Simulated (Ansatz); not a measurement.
Single-point calculation of ZnSe

System: ZnSe (P4/nmm, 4 atoms in the cell).
Method: DFT, PBE, plane waves, PAW, spin-polarised (Ansatz 0.2.0).

The structure was made by a generator, so it may or may not be a known phase. Some settings of this run were made unusual or wrong on purpose.

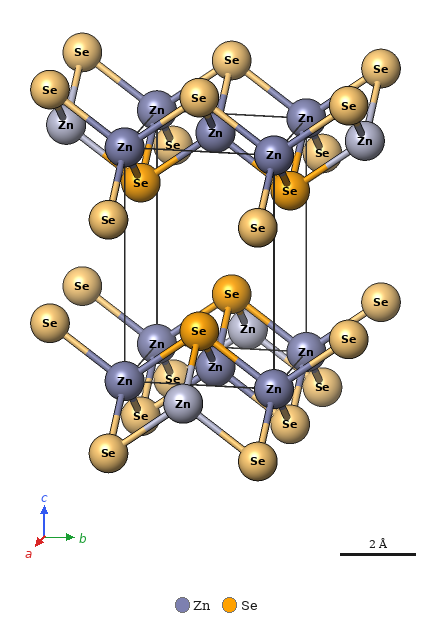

Figure 1. The structure (ball-and-stick view of the cell of the calculation, seen slightly off an axis; neighbours outside the cell are drawn fainter). An atom can appear more than once, as a periodic image. Near neighbours in the periodic cell (some may lie outside the picture): Zn has 4 Se at 2.54 Å; Se has 4 Zn at 2.54 Å.

## What the run reported

| quantity | value |
| --- | --- |
| outcome | converged |
| space group (tolerance 0.01 Å) | P4/nmm (129) |
| electrons treated | 56 |
| free energy | −17578.4418 eV |
| Fermi energy | 5.533 eV |
| gap on the k-point mesh | 2.04 eV |
| net moment of the cell | 0.00 μB |
| integrated absolute moment | 0.00 μB |
| pressure | 0.00 GPa |
| largest force (length of the vector) | 0.001 eV/Å |
| hardware | 1 thread of Arm Neoverse V1, 24 GiB of memory available, shared host |
| wall time | 43 s |
| peak memory | 0.56 GiB |

A setting was made wrong on purpose: an impossible spin (`magnetization`). The run converged; whether the setting changed the result can't be told without a sound run beside it. The program warns: some starting moments were not kept.

## The input
```yaml
crystal:
  lattice:
    - [4.1012917991, 0.0, 0.0]
    - [0.0, 4.1012917991, 0.0]
    - [0.0, 0.0, 6.4758420127]
  atoms:
    - { symbol: Zn, position: [0.0, 0.0, 0.0] }
    - { symbol: Zn, position: [0.5, 0.5, 0.0] }
    - { symbol: Se, position: [0.0, 0.5, 0.2301433435] }
    - { symbol: Se, position: [0.5, 0.0, 0.7698566565] }
basis:
  ecutwfc: 420
kpoints:
  mp_grid: { grid: [8, 8, 4] }
hamiltonian:
  xc: pbe
scf:
  occupations: { method: gaussian, width: 0.02 }
  max_iter: 100
output:
  forces: true
  eigenvalues: true
  stress: true
magnetization:
  spin_polarized: true
  initial_magnetization: 15
```

Launched with:
```bash
ansatz run input.yaml --threads 1 --pin off --max-ram 2560MiB --backend cpu --events-out ev --progress --plain --runs-dir out
```

## Log
```
Engine: ansatz 0.2.0, aarch64-unknown-linux-gnu
Pseudopotentials: kind: paw
Pseudopotential: Zn, paw, valence charge 12, recommended cutoff 420 eV (normal), Zn.paw.azcp
Pseudopotential: Se, paw, valence charge 16, recommended cutoff 420 eV (normal), Se.paw.azcp
Functional definition: PBE
  parameter kappa = 0.804
  parameter beta = 0.06672455060314922
  exchange = pbe_x(kappa = kappa, mu = beta*pi^2/3)
  correlation = pbe_c(beta = beta)
Crystal: 4 atoms, lattice volume = 108.928 Å³
Basis set: ecut = 420 eV, 2133 PW (Γ), exchange–correlation on 60×60×90 points (8 copies of the dense FFT grid, shifted against one another)
Bands: 43, of which v1, the nominal top of the filled ones, is band 28 counted from 1 (27 counted from 0)
Symmetry: 16 space group operations
Space group: P4/nmm (ITA 129), of the structure as read, at distance tolerance 4.8e-5 Å
Magnetic group: BNS 129.411 (UNI 1071), of the structure as read, at distance tolerance 4.8e-5 Å
k-points: 45 of 256
Non-local potential: Zn, projectors of the file, l = 0: 2, l = 1: 2, l = 2: 3, l = 3: 1
Non-local potential: Se, projectors of the file, l = 0: 2, l = 1: 2, l = 2: 3, l = 3: 1
PAW form: soft (Blöchl's): semilocal exchange-correlation on the pseudo side does not see the compensation charge
PAW one-centre angular grid: Zn, 590 points (default); XC on 64 Gauss nodes
PAW one-centre angular grid: Se, 590 points (default); XC on 64 Gauss nodes
Initial density: superposition of atomic densities (chi_scale 0.1, normalization cell, long waves kept (reshape's long-wave potential 0.24 eV rms))
Starting moments: Σ|m| = 15 μB on 4 of 4 sites
Initial wavefunctions: pseudopotential atomic-orbital guess
Functional: x = pbe(κ = 0.804, μ = 0.2195149727645171), c = pbe(β = 0.06672455060314922)
SCF iter   1: F=—  HF=-17512.380305 eV  |F-HF|=—  |Δ(HF+E_count)|=         —  Δρ=2.84e-1 (↑2.84e-1 ↓2.31e-1)  dr2=8.03e0  dr2_m=6.50e1  M=15.000 μB ∫|m|=15.164 μB  β_m=1.00  ethr=3.10e-3  ⟨swp⟩=9.6  Hψ=18634  notcnv=0  defer=1
preconditioner: auto → none  [metal: Δε(μ)=0.005 eV  Ē_g=13.185 eV  σ=0.020 eV  W_gap=0.13  n_scr=28 (ndim 8)  ℏωp=21.3 eV  f_vac=0.236  D(μ)=23.05/eV (n_scr^D=412)  sad-step TF]
SCF iter   2: F=—  HF=-17554.752063 eV  |F-HF|=—  |Δ(HF+E_count)|=         —  Δρ=1.38e-1 (↑8.73e-2 ↓1.38e-1)  dr2=6.23e0  dr2_m=1.15e1  M=0.408 μB ∫|m|=0.632 μB  β_m=0.30  ethr=3.10e-3  ⟨swp⟩=3.0  Hψ=7925  notcnv=0  defer=352
Mixer restart at iter 2: flushing history
preconditioner: auto → Resta (q_TF=auto, 2.442 Å⁻¹)  ε∞=2.8  [insulator: Δε(μ)=0.037 eV  Ē_g=16.096 eV  σ=0.020 eV  W_gap=0.81  n_scr=28 (ndim 8)  ℏωp=21.3 eV  f_vac=0.227  D(μ)=1.03/eV (n_scr^D=2)  ε∞_Penn≈2.8]
spin=Collinear: Resta preconditioning applied to the charge; magnetization (m = ρ↑ − ρ↓) channel mixes plain (no charge-response kernel on spin).
SCF iter   3: F=—  HF=-17566.724405 eV  |F-HF|=—  |Δ(HF+E_count)|=    1.20e1  Δρ=8.96e-2 (↑6.74e-2 ↓8.96e-2)  dr2=9.80e-1  dr2_m=5.97e0  M=0.017 μB ∫|m|=0.290 μB  β_m=0.30  ethr=3.10e-3  ⟨swp⟩=2.7  Hψ=7194  notcnv=0  defer=354
SCF iter   4: F=—  HF=-17572.933722 eV  |F-HF|=—  |Δ(HF+E_count)|=    6.21e0  Δρ=5.84e-2 (↑5.09e-2 ↓5.84e-2)  dr2=1.69e-1  dr2_m=2.94e0  M=0.000 μB ∫|m|=0.203 μB  β_m=0.30  ethr=1.75e-3  ⟨swp⟩=2.1  Hψ=6562  notcnv=0  defer=476
SCF iter   5: F=—  HF=-17575.738491 eV  |F-HF|=—  |Δ(HF+E_count)|=    2.80e0  Δρ=3.85e-2 (↑3.74e-2 ↓3.85e-2)  dr2=1.36e-2  dr2_m=1.43e0  M=0.000 μB ∫|m|=0.147 μB  β_m=0.30  ethr=3.02e-4  ⟨swp⟩=2.2  Hψ=6551  notcnv=0  defer=487
SCF iter   6: F=—  HF=-17577.115595 eV  |F-HF|=—  |Δ(HF+E_count)|=    1.38e0  Δρ=2.73e-2 (↑2.73e-2 ↓2.58e-2)  dr2=6.63e-3  dr2_m=7.03e-1  M=0.000 μB ∫|m|=0.106 μB  β_m=0.30  ethr=2.43e-5  ⟨swp⟩=2.2  Hψ=5917  notcnv=0  defer=487
SCF iter   7: F=—  HF=-17577.787193 eV  |F-HF|=—  |Δ(HF+E_count)|=   6.72e-1  Δρ=1.91e-2 (↑1.91e-2 ↓1.81e-2)  dr2=1.43e-3  dr2_m=3.44e-1  M=0.000 μB ∫|m|=0.077 μB  β_m=0.30  ethr=1.18e-5  ⟨swp⟩=2.5  Hψ=6815  notcnv=0  defer=484
Mixer restart at iter 7: flushing history
spin-set hold released at iteration 7 (site moments contracting): the magnetisation degrees of freedom join the quasi-Newton model from the next iteration; the mixer history was flushed
SCF iter   8: F=—  HF=-17578.117091 eV  |F-HF|=—  |Δ(HF+E_count)|=   3.30e-1  Δρ=1.34e-2 (↑1.34e-2 ↓1.27e-2)  dr2=8.48e-4  dr2_m=1.69e-1  M=0.000 μB ∫|m|=0.056 μB  β_m=0.65  ethr=2.56e-6  ⟨swp⟩=2.0  Hψ=6271  notcnv=0  defer=484
SCF iter   9: F=—  HF=-17578.441708 eV  |F-HF|=—  |Δ(HF+E_count)|=   3.25e-1  Δρ=3.22e-4 (↑2.66e-4 ↓3.22e-4)  dr2=4.55e-5  dr2_m=7.37e-5  M=0.000 μB ∫|m|=0.004 μB  β_m=0.81  ethr=1.52e-6  ⟨swp⟩=3.0  Hψ=8637  notcnv=0  defer=484
SCF iter  10: F=—  HF=-17578.441840 eV  |F-HF|=—  |Δ(HF+E_count)|=   1.32e-4  Δρ=1.39e-4 (↑1.39e-4 ↓1.24e-4)  dr2=3.34e-5  dr2_m=5.11e-6  M=0.000 μB ∫|m|=0.001 μB  β_m=0.83  ethr=8.13e-8  ⟨swp⟩=2.0  Hψ=5932  notcnv=0  defer=484
SCF iter  11: F=—  HF=-17578.441869 eV  |F-HF|=—  |Δ(HF+E_count)|=   2.92e-5  Δρ=1.46e-4 (↑1.36e-4 ↓1.46e-4)  dr2=5.09e-5  dr2_m=6.89e-7  M=0.000 μB ∫|m|=0.001 μB  β_m=0.83  ethr=5.96e-8  ⟨swp⟩=2.5  Hψ=5936  notcnv=0  defer=484
SCF iter  12: F=—  HF=-17578.441846 eV  |F-HF|=—  |Δ(HF+E_count)|=   2.35e-5  Δρ=9.23e-6 (↑9.23e-6 ↓8.98e-6)  dr2=6.05e-7  dr2_m=1.94e-8  M=0.000 μB ∫|m|=0.000 μB  β_m=0.85  ethr=5.96e-8  ⟨swp⟩=2.0  Hψ=4826  notcnv=0  defer=484
SCF iter  13: F=—  HF=-17578.441847 eV  |F-HF|=—  |Δ(HF+E_count)|=   1.15e-6  Δρ=4.65e-6 (↑4.59e-6 ↓4.65e-6)  dr2=1.51e-7  dr2_m=1.50e-9  M=0.000 μB ∫|m|=0.000 μB  β_m=0.82  ethr=1.08e-9  ⟨swp⟩=2.0  Hψ=5914  notcnv=0  defer=484
SCF iter  14: F=—  HF=-17578.441847 eV  |F-HF|=—  |Δ(HF+E_count)|=   2.96e-7  Δρ=1.72e-6 (↑1.69e-6 ↓1.72e-6)  dr2=2.03e-8  dr2_m=2.25e-10  M=0.000 μB ∫|m|=0.000 μB  β_m=0.91  ethr=1.79e-10  ⟨swp⟩=11.0  Hψ=19462  notcnv=0
SCF iter  15: F=-17578.441848 eV  HF=-17578.441848 eV  |F-HF|=2.47e-9  |Δ(HF+E_count)|=   7.35e-8  Δρ=3.41e-7 (↑3.41e-7 ↓2.80e-7)  dr2=8.32e-10  dr2_m=6.39e-12  M=0.000 μB ∫|m|=0.000 μB  ethr=3.63e-11  ⟨swp⟩=4.4  Hψ=12555  notcnv=0
SCF 1 converged in 15 iterations: F = -17578.441848 eV  dr2 = 8.32e-10
  greatest PAW one-centre occupation: 1.000 electrons in one spin orbital (limit 2), on the Se atom at site 3 (counted from 0), in its partial waves of l = 2
```

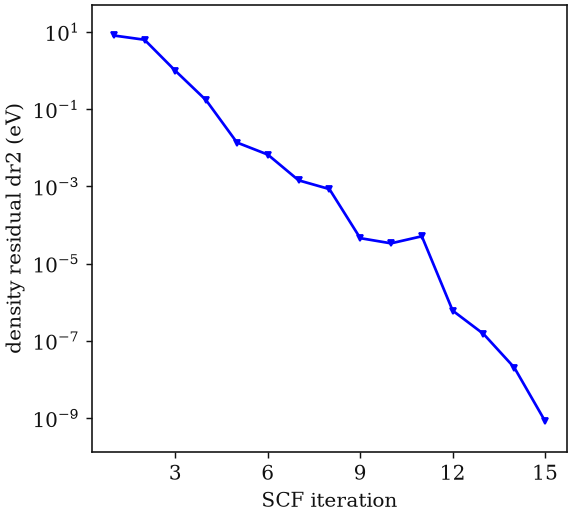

Figure 2. Convergence of the self-consistent field: density residual dr2 against the SCF iteration. The residual falls almost steadily, with no more than small rises.

```
WARN: the starting moments were not kept: the SCF closed with an absolute magnetisation of 5.3e-7 μB, where they sum to 15 μB in size (4 sites). That is at most 0.1 of that sum. Measured as dr2_m measures the in/out step, that magnetisation stands 1.7e-14 eV from none, at or under the dr2_threshold of 1.0e-7 eV: it is no larger than a step whose dr2_m would equal this threshold. The system may hold no moment; this SCF shows only that its start led to no more than that. To try another start: raise the starting moments (crystal.atoms[].spin, magnetization.per_species, magnetization.initial_magnetization, or on a non-collinear deck that types none of these the spinor_matrix: blocks that start its atoms; where the total moment is fixed, keep their sum and leave initial_magnetization as it is; typed ones take the place of any that the run laid by itself, positive ones on a crystal's lanthanoids without a Hubbard term where scf.initial_density.shell_occupations: [] is typed) or, if the notice of its spin-set hold's release reads "site moments contracting" or "site moments show no strong build", lengthen the hold (scf.mixing.spin_hold: { on: { confirm: 4 } }; for m-r²SCAN on two components see the key's manual first). Each may lead to a state that holds a moment. A second SCF, from the converged charge density, with the starting moments and any scf.initial_density.shell_occupations laid on it anew, would have followed, and was not run: the deck does not ask for one (magnetization.retry_lost_moments is false, the default). To let it run, set magnetization.retry_lost_moments: true and run the deck again, where that key's refused combinations let it; where memory then withholds it, that run's warning says so.
SCF converged after 15 iterations
Magnetization: 0.0000 μB (28.0000 up, 28.0000 down)
Absolute magnetization: 0.0000 μB (∫|ρ↑−ρ↓|, with the PAW one-centre terms)
Spin contamination: 0.0000 ħ² per cell (⟨S²⟩ above its minimum at these occupations)
Per-site moments (μB) at R_I (Å): [(3.9720076776406154e-8, 1.0456982479993036), (3.972007680559441e-8, 1.0456982479993036), (8.428822105966413e-9, 1.0456982479993036), (8.428822095538616e-9, 1.0456982479993036)]
Free energy (F): -17578.441848 eV
Harris-Foulkes:  -17578.441848 eV  (|F-HF|=2.47e-9)
Internal energy: -17578.441848 eV  (E = F + TS)
E sigma→0 (E₀):  -17578.441848 eV
Fermi energy:    5.532568 eV
--- Per-component energies (eV) ---
  E_band       = -879.711119
  E_kinetic    = 497.571941
  E_local      = -10667.732605  (includes V_loc(G=0)·N_el)
  E_nonlocal   = 38.495310
  E_hartree    = 4954.882581
  E_xc         = -481.649950
  E_vxc        = -298.686834  (∫ρ·V_xc dr)
  E_paw        = -7480.187886  (= ΣΔE_a)
  E_vpaw       = -359.120836  (= ΣTr[D̂ρ^β])
  E_aug_tail   = -0.001917  (compensation charges beyond the density's cutoff)
  E_ewald      = -4439.819323
  E_smearing   = -0.000000  (= −TS)
  E_closure    = 0.000000  (closes the sum)
  Σ components = -17578.441848   (vs F -17578.441848, Δ=0.00e0)
--- Forces (eV/Å), atoms counted from 1 ---
  atom   1  Zn     0.00000000     0.00000000     0.00000000
  atom   2  Zn     0.00000000     0.00000000    -0.00000000
  atom   3  Se     0.00000000     0.00000000    -0.00067930
  atom   4  Se     0.00000000     0.00000000     0.00067930
  max |Σ_I F_I| component: 2.17e-19 eV/Å
--- Stress (GPa, compression-positive) ---
       -0.001849       0.000000       0.000000
        0.000000      -0.001849       0.000000
        0.000000       0.000000       0.018182
  P = ⅓ Tr σ = 0.0048 GPa (0.048 kbar)
--- Band table (eV; the first three rows and the last of 90) ---
  k-point 0 ↑: bands = ["-42.0849", "-42.0848", "-42.0833", "-42.0833", "-42.0832", "-42.0832", "-42.0814", "-42.0813", "-42.0802", "-42.0802", "-8.2990", "-7.4417", "-2.1374", "-2.1173", "-2.0554", "-2.0554", "-2.0037", "-1.6608", "-1.6608", "-1.5383", "-1.4751", "-1.2610", "0.5632", "2.4722", "2.4722", "4.4190", "4.5112", "4.5112", "6.5538", "6.6245", "7.6862", "10.2569", "10.5695", "10.5695", "13.6690", "14.7764", "14.9832", "14.9832", "15.5158", "15.8155", "16.3078", "17.3482", "17.3482"]
  k-point 1 ↑: bands = ["-42.0849", "-42.0848", "-42.0833", "-42.0833", "-42.0832", "-42.0832", "-42.0814", "-42.0813", "-42.0802", "-42.0802", "-8.2714", "-7.4801", "-2.1374", "-2.1053", "-2.0565", "-2.0565", "-2.0228", "-1.6606", "-1.6606", "-1.5380", "-1.4751", "-1.2610", "0.6914", "2.5048", "2.5048", "3.9504", "4.4420", "4.4420", "6.5778", "7.2799", "7.8054", "10.1002", "10.7507", "10.7507", "12.8365", "13.5592", "14.5964", "14.5964", "15.8756", "16.2390", "17.5306", "17.5306", "17.6987"]
  k-point 2 ↑: bands = ["-42.0849", "-42.0848", "-42.0833", "-42.0833", "-42.0832", "-42.0832", "-42.0814", "-42.0813", "-42.0802", "-42.0802", "-8.2410", "-7.5212", "-2.1374", "-2.0839", "-2.0576", "-2.0576", "-2.0510", "-1.6603", "-1.6603", "-1.5377", "-1.4751", "-1.2610", "0.8362", "2.5393", "2.5393", "3.5713", "4.3720", "4.3720", "6.6028", "7.8826", "7.9679", "9.9557", "10.9536", "10.9536", "12.0439", "12.8749", "14.2256", "14.2256", "15.9442", "17.5959", "17.8143", "17.8143", "17.9730"]
  k-point 44 ↓: bands = ["-42.0845", "-42.0845", "-42.0834", "-42.0834", "-42.0832", "-42.0832", "-42.0814", "-42.0814", "-42.0801", "-42.0801", "-7.3721", "-7.3721", "-2.1976", "-2.1976", "-1.7738", "-1.7738", "-1.6560", "-1.6560", "-1.6415", "-1.6415", "-1.5558", "-1.5558", "0.4635", "0.4635", "2.2426", "2.2426", "2.2646", "2.2646", "9.0028", "9.0028", "9.2346", "9.2346", "12.6302", "12.6302", "12.6532", "12.6532", "15.5997", "15.5997", "17.0363", "17.0363", "17.6213", "17.6213", "18.3077"]
```
